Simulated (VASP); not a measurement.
# Run report: PtS₂, geometry relaxation (part 1 of 3)

- system: PtS₂ (P-3m1, 3 atoms in the cell)
- method: Kohn-Sham DFT of a periodic cell, PBE with D4, VASP PAW PBE potentials, recommended, no spin polarisation (VASP 6.6.1)

The structure derives from an entry of the Crystallography Open Database.

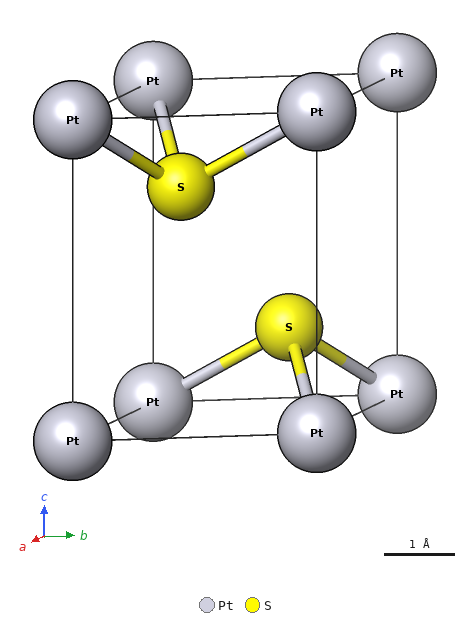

Figure 1. The starting structure (ball-and-stick view of the cell of the calculation, seen slightly off an axis).

Key numbers

| quantity | value |
| --- | --- |
| outcome | converged |
| space group (tolerance 0.01 Å) | P-3m1 (164) |
| electrons treated | 22 |
| free energy | −16.7111 eV |
| dispersion energy | −1.3887 eV |
| Fermi energy | 7.985 eV |
| gap on the k-point mesh | 0.14 eV |
| pressure | −0.01 GPa |
| final volume | 52.05 Å³ |
| largest force (length of the vector) at the end | 0.001 eV/Å |
| final cell | a = 3.580 Å, b = 3.580 Å, c = 4.690 Å, α = 90.00°, β = 90.00°, γ = 120.00° |
| hardware | 1 thread of Intel Xeon @ 2.90GHz (Ice Lake), 64 GiB of memory available, shared host |
| wall time | 4.1 min |
| peak memory | 0.23 GiB |

Remarks

Spin–orbit coupling is left out, which matters for Pt.

INCAR
```
SYSTEM = PtS2
PREC = Accurate
ENCUT = 520
EDIFF = 1E-7
ISMEAR = 0
SIGMA = 0.02
LREAL = .FALSE.
LASPH = .TRUE.
NELM = 60
ALGO = Fast
ISIF = 3
LWAVE = .FALSE.
LCHARG = .FALSE.
GGA = PE
IVDW = 13
IBRION = 2
NSW = 80
EDIFFG = -0.002
```

KPOINTS
```
Automatic mesh
0
G
  12 12 6
  0 0 0
```

POSCAR
```
PtS2                                    
1.0
    3.5791010880     -0.0000000000     -0.0000000000
   -1.7895505440      3.0995924642     -0.0000000000
    0.0000000000     -0.0000000000      4.6955120678
  Pt              S             
     1     2
Direct
     0.0000000000000000    0.0000000000000000    1.0000000000000000
     0.3333333300000021    0.6666666699999979    0.2570047707403081
     0.6666666699999979    0.3333333300000021    0.7429952292596920
```

Command:
```bash
cat potpaw_PBE.64/Pt/POTCAR potpaw_PBE.64/S/POTCAR > POTCAR
mpirun -np 1 vasp_std > vasp.out
```

OSZICAR
```
N       E                     dE             d eps       ncg     rms          rms(c)
DAV:   1     0.116111359369E+03    0.11611E+03   -0.10684E+04  3032   0.132E+03
DAV:   2    -0.113014281916E+02   -0.12741E+03   -0.12462E+03  3757   0.248E+02
DAV:   3    -0.165705225253E+02   -0.52691E+01   -0.52380E+01  3939   0.539E+01
DAV:   4    -0.166247722049E+02   -0.54250E-01   -0.54234E-01  3700   0.601E+00
DAV:   5    -0.166256830510E+02   -0.91085E-03   -0.91082E-03  4043   0.755E-01    0.180E+01
RMM:   6    -0.155600201793E+02    0.10657E+01   -0.65223E+00  3000   0.165E+01    0.115E+01
RMM:   7    -0.153349001245E+02    0.22512E+00   -0.66040E-01  3000   0.624E+00    0.599E+00
RMM:   8    -0.153239569443E+02    0.10943E-01   -0.56733E-02  3000   0.186E+00    0.909E-01
RMM:   9    -0.153231224677E+02    0.83448E-03   -0.22102E-02  3005   0.968E-01    0.127E-01
RMM:  10    -0.153234525738E+02   -0.33011E-03   -0.34963E-03  3026   0.468E-01    0.669E-02
RMM:  11    -0.153236003463E+02   -0.14777E-03   -0.12196E-03  3033   0.229E-01    0.396E-02
RMM:  12    -0.153236024885E+02   -0.21422E-05   -0.20131E-04  3019   0.113E-01    0.216E-02
RMM:  13    -0.153236055858E+02   -0.30973E-05   -0.51975E-05  3084   0.506E-02    0.445E-03
RMM:  14    -0.153236062349E+02   -0.64917E-06   -0.85661E-06  3061   0.224E-02    0.178E-03
RMM:  15    -0.153236065743E+02   -0.33941E-06   -0.32802E-06  2927   0.116E-02    0.192E-03
RMM:  16    -0.153236066499E+02   -0.75596E-07   -0.63218E-07  2527   0.515E-03
   1 F= -.16711119E+02 E0= -.16711119E+02  d E =-.167111E+02
       N       E                     dE             d eps       ncg     rms          rms(c)
DAV:   1    -0.153237986794E+02   -0.19211E-03   -0.20735E-04  3700   0.111E-01    0.161E-02
RMM:   2    -0.153237957350E+02    0.29444E-05   -0.11257E-05  3000   0.269E-02    0.865E-03
RMM:   3    -0.153237950060E+02    0.72902E-06   -0.15192E-06  2999   0.891E-03    0.437E-03
RMM:   4    -0.153237946930E+02    0.31299E-06   -0.10046E-06  2936   0.695E-03    0.187E-03
RMM:   5    -0.153237945987E+02    0.94248E-07   -0.11815E-07  1819   0.259E-03
   2 F= -.16711119E+02 E0= -.16711119E+02  d E =0.436192E-06
       N       E                     dE             d eps       ncg     rms          rms(c)
DAV:   1    -0.153237266498E+02    0.68043E-04   -0.28078E-05  3588   0.407E-02    0.589E-03
RMM:   2    -0.153237263596E+02    0.29019E-06   -0.13189E-06  2985   0.938E-03    0.310E-03
RMM:   3    -0.153237263166E+02    0.42957E-07   -0.20712E-07  1806   0.320E-03
   3 F= -.16711119E+02 E0= -.16711119E+02  d E =0.488249E-07
       N       E                     dE             d eps       ncg     rms          rms(c)
DAV:   1    -0.153236911792E+02    0.35180E-04   -0.61242E-06  3679   0.190E-02    0.295E-03
RMM:   2    -0.153236911461E+02    0.33051E-07   -0.32235E-07  1985   0.457E-03
   4 F= -.16711119E+02 E0= -.16711119E+02  d E =-.655880E-07
       N       E                     dE             d eps       ncg     rms          rms(c)
DAV:   1    -0.153236279227E+02    0.63256E-04   -0.69260E-05  3056   0.607E-02    0.792E-03
RMM:   2    -0.153236269355E+02    0.98723E-06   -0.39732E-06  3000   0.154E-02    0.338E-03
RMM:   3    -0.153236267910E+02    0.14450E-06   -0.53768E-07  2854   0.568E-03    0.183E-03
RMM:   4    -0.153236267817E+02    0.92946E-08   -0.26335E-07  2161   0.309E-03
   5 F= -.16711120E+02 E0= -.16711120E+02  d E =-.834444E-06
       N       E                     dE             d eps       ncg     rms          rms(c)
DAV:   1    -0.153234428573E+02    0.18393E-03   -0.61110E-04  3028   0.180E-01    0.239E-02
RMM:   2    -0.153234344798E+02    0.83775E-05   -0.34347E-05  3000   0.451E-02    0.974E-03
RMM:   3    -0.153234330687E+02    0.14111E-05   -0.48720E-06  3000   0.170E-02    0.567E-03
RMM:   4    -0.153234327605E+02    0.30818E-06   -0.24585E-06  3000   0.940E-03    0.404E-03
RMM:   5    -0.153234329193E+02   -0.15877E-06   -0.33256E-07  2237   0.435E-03    0.142E-03
RMM:   6    -0.153234329927E+02   -0.73390E-07   -0.79918E-08  1856   0.199E-03
   6 F= -.16711123E+02 E0= -.16711123E+02  d E =-.323830E-05
       N       E                     dE             d eps       ncg     rms          rms(c)
DAV:   1    -0.153230809059E+02    0.35201E-03   -0.24496E-03  3007   0.359E-01    0.484E-02
RMM:   2    -0.153230480804E+02    0.32825E-04   -0.13705E-04  3000   0.902E-02    0.192E-02
RMM:   3    -0.153230424777E+02    0.56027E-05   -0.19456E-05  3000   0.340E-02    0.110E-02
RMM:   4    -0.153230411781E+02    0.12996E-05   -0.97530E-06  3000   0.187E-02    0.792E-03
RMM:   5    -0.153230415131E+02   -0.33494E-06   -0.12986E-06  2956   0.863E-03    0.280E-03
RMM:   6    -0.153230416791E+02   -0.16601E-06   -0.36595E-07  2255   0.414E-03    0.106E-03
RMM:   7    -0.153230417170E+02   -0.37947E-07   -0.57086E-08  1861   0.175E-03
   7 F= -.16711123E+02 E0= -.16711123E+02  d E =-.369989E-05
       N       E                     dE             d eps       ncg     rms          rms(c)
DAV:   1    -0.153228433720E+02    0.19831E-03   -0.11303E-04  3385   0.891E-02    0.121E-02
RMM:   2    -0.153228398414E+02    0.35306E-05   -0.12364E-05  3000   0.270E-02    0.697E-03
RMM:   3    -0.153228393327E+02    0.50871E-06   -0.14196E-06  3000   0.892E-03    0.340E-03
RMM:   4    -0.153228393039E+02    0.28748E-07   -0.91947E-07  2983   0.616E-03
   8 F= -.16711124E+02 E0= -.16711124E+02  d E =-.779298E-06
       N       E                     dE             d eps       ncg     rms          rms(c)
DAV:   1    -0.153226493325E+02    0.19000E-03   -0.10383E-04  3028   0.860E-02    0.113E-02
RMM:   2    -0.153226461835E+02    0.31489E-05   -0.11138E-05  3000   0.259E-02    0.676E-03
RMM:   3    -0.153226457511E+02    0.43238E-06   -0.12441E-06  3000   0.847E-03    0.340E-03
RMM:   4    -0.153226457599E+02   -0.88060E-08   -0.81133E-07  2964   0.583E-03
   9 F= -.16711124E+02 E0= -.16711124E+02  d E =-.126432E-05
       N       E                     dE             d eps       ncg     rms          rms(c)
DAV:   1    -0.153225739948E+02    0.71756E-04   -0.14559E-05  3476   0.325E-02    0.406E-03
RMM:   2    -0.153225735640E+02    0.43074E-06   -0.15812E-06  3000   0.968E-03    0.260E-03
RMM:   3    -0.153225735258E+02    0.38230E-07   -0.18568E-07  1798   0.323E-03
  10 F= -.16711124E+02 E0= -.16711124E+02  d E =-.141352E-05
       N       E                     dE             d eps       ncg     rms          rms(c)
DAV:   1    -0.153224305892E+02    0.14297E-03   -0.53958E-05  3007   0.620E-02    0.829E-03
RMM:   2    -0.153224288509E+02    0.17382E-05   -0.60580E-06  3000   0.191E-02    0.508E-03
RMM:   3    -0.153224286252E+02    0.22569E-06   -0.68216E-07  2973   0.625E-03    0.255E-03
RMM:   4    -0.153224286575E+02   -0.32211E-07   -0.44662E-07  2580   0.431E-03
  11 F= -.16711124E+02 E0= -.16711124E+02  d E =-.132737E-05
       N       E                     dE             d eps       ncg     rms          rms(c)
DAV:   1    -0.153224815884E+02   -0.52963E-04   -0.75801E-06  3063   0.226E-02    0.344E-03
RMM:   2    -0.153224814258E+02    0.16259E-06   -0.81879E-07  2839   0.696E-03    0.182E-03
RMM:   3    -0.153224813992E+02    0.26625E-07   -0.92429E-08  1524   0.227E-03
  12 F= -.16711125E+02 E0= -.16711125E+02  d E =-.159166E-05
       N       E                     dE             d eps       ncg     rms          rms(c)
DAV:   1    -0.153225278008E+02   -0.46375E-04   -0.50232E-06  3014   0.190E-02    0.259E-03
RMM:   2    -0.153225276434E+02    0.15739E-06   -0.60510E-07  2705   0.601E-03    0.165E-03
RMM:   3    -0.153225276034E+02    0.39962E-07   -0.69191E-08  1506   0.197E-03
  13 F= -.16711125E+02 E0= -.16711125E+02  d E =-.164242E-05
       N       E                     dE             d eps       ncg     rms          rms(c)
DAV:   1    -0.153225507085E+02   -0.23065E-04   -0.11212E-06  3175   0.909E-03    0.122E-03
RMM:   2    -0.153225506630E+02    0.45574E-07   -0.14557E-07  1543   0.292E-03
  14 F= -.16711125E+02 E0= -.16711125E+02  d E =-.162599E-05
       N       E                     dE             d eps       ncg     rms          rms(c)
DAV:   1    -0.153225236971E+02    0.27011E-04   -0.68698E-06  3000   0.176E-02    0.202E-03
RMM:   2    -0.153225236237E+02    0.73375E-07   -0.29372E-07  2036   0.435E-03
  15 F= -.16711125E+02 E0= -.16711125E+02  d E =-.310591E-06
       N       E                     dE             d eps       ncg     rms          rms(c)
DAV:   1    -0.153224426132E+02    0.81084E-04   -0.62579E-05  3014   0.546E-02    0.552E-03
RMM:   2    -0.153224422205E+02    0.39278E-06   -0.29139E-06  3000   0.139E-02    0.239E-03
RMM:   3    -0.153224421717E+02    0.48794E-07   -0.66667E-07  2681   0.574E-03
  16 F= -.16711126E+02 E0= -.16711126E+02  d E =-.911304E-06
```

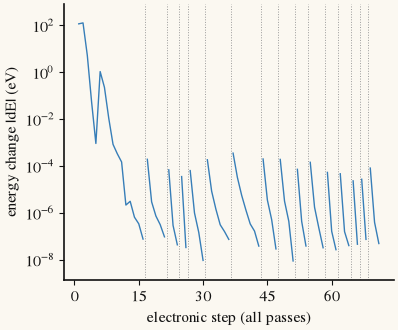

Figure 2. Convergence of the self-consistent field: energy change |dE| against the electronic step. Each stretch between dotted lines is the SCF of one geometry step of a relaxation. The 16 ionic steps take 2 to 16 electronic steps each. The density is held fixed in the first few steps, and dE rises again when its update begins.

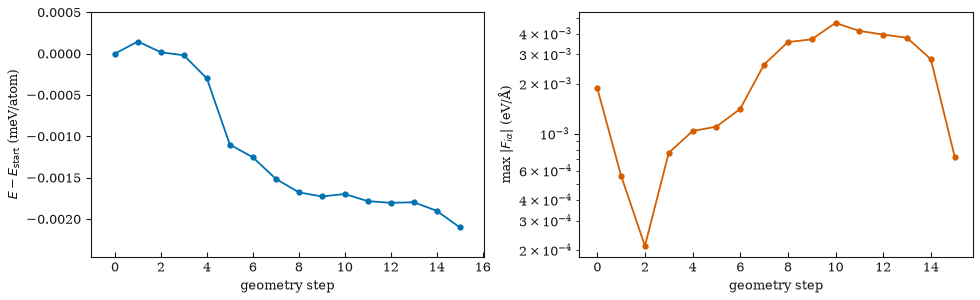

Figure 3. Progress of the relaxation, step by step (steps are counted from 0). The atoms keep their places relative to the cell (all moves are under 0.005 Å). Cell: a = b 3.579 → 3.580 Å (0.0 %), c 4.696 → 4.690 Å (−0.1 %). Volume −0.1 %. The space group stays P-3m1 (No. 164). The energy falls by next to nothing (0.0 meV per atom) in 15 geometry steps. The largest force component goes from 0.0019 to 0.00073 eV/Å.

Parts of OUTCAR
```
SYSTEM = PtS2
   PREC = Accurate
   ENCUT = 520
   EDIFF = 1E-7
   ISMEAR = 0
   LREAL = .FALSE.
   LASPH = .TRUE.
   NELM = 60
   ISIF = 3
   GGA = PE
   IVDW = 13
   IBRION = 2
   NSW = 80
   EDIFFG = -0.002

 ion  position               nearest neighbor table
   1  0.000  0.000  0.000-   2 2.39   3 2.39   2 2.39   3 2.39   3 2.39   2 2.39
   2  0.333  0.667  0.257-   1 2.39   1 2.39   1 2.39
   3  0.667  0.333  0.743-   1 2.39   1 2.39   1 2.39

  LATTYP: Found a hexagonal cell.
 ALAT       =     3.5791010880
 C/A-ratio  =     1.3119249645

  Lattice vectors:

 A1 = (   3.5791010880,   0.0000000000,   0.0000000000)
 A2 = (  -1.7895505440,   3.0995924642,   0.0000000000)
 A3 = (   0.0000000000,   0.0000000000,   4.6955120678)

Analysis of symmetry for initial positions (statically):
=====================================================================
 Subroutine PRICEL returns:
 Original cell was already a primitive cell.

 Routine SETGRP: Setting up the symmetry group for a
 hexagonal supercell.

 Subroutine GETGRP returns: Found 12 space group operations
 (whereof 12 operations were pure point group operations)
 out of a pool of 24 trial point group operations.

The static configuration has the point symmetry D_3d.

Analysis of symmetry for dynamics (positions and initial velocities):
=====================================================================
 Subroutine PRICEL returns:
 Original cell was already a primitive cell.

 Routine SETGRP: Setting up the symmetry group for a
 hexagonal supercell.

 Subroutine GETGRP returns: Found 12 space group operations
 (whereof 12 operations were pure point group operations)
 out of a pool of 24 trial point group operations.

The dynamic configuration has the point symmetry D_3d.

 Subroutine INISYM returns: Found 12 space group operations
 (whereof 12 operations are pure point group operations),
 and found     1 'primitive' translations

----------------------------------------------------------------------------------------

                                     Primitive cell

  volume of cell :      52.0909

  direct lattice vectors                    reciprocal lattice vectors
     3.579101088  0.000000000  0.000000000     0.279399764  0.161311529  0.000000000
    -1.789550544  3.099592464  0.000000000     0.000000000  0.322623058  0.000000000
     0.000000000  0.000000000  4.695512068     0.000000000  0.000000000  0.212969317

  length of vectors
     3.579101088  3.579101087  4.695512068     0.322623058  0.322623058  0.212969317

  position of ions in fractional coordinates (direct lattice)
     0.000000000  0.000000000  0.000000000
     0.333333330  0.666666670  0.257004771
     0.666666670  0.333333330  0.742995229

  ion indices of the primitive-cell ions
   primitive index   ion index
                 1           1
                 2           2
                 3           3

----------------------------------------------------------------------------------------

 KPOINTS: Automatic mesh

Automatic generation of k-mesh.
 Grid dimensions read from file:
 generate k-points for:   12   12    6

 Generating k-lattice:

  Cartesian coordinates                     Fractional coordinates (reciprocal lattice)
     0.023283314  0.013442627  0.000000000     0.083333333 -0.000000000  0.000000000
     0.000000000  0.026885255  0.000000000     0.000000000  0.083333333  0.000000000
     0.000000000  0.000000000  0.035494886     0.000000000  0.000000000  0.166666667

  Length of vectors
     0.026885255  0.026885255  0.035494886

  Shift w.r.t. Gamma in fractional coordinates (k-lattice)
     0.000000000  0.000000000  0.000000000
```
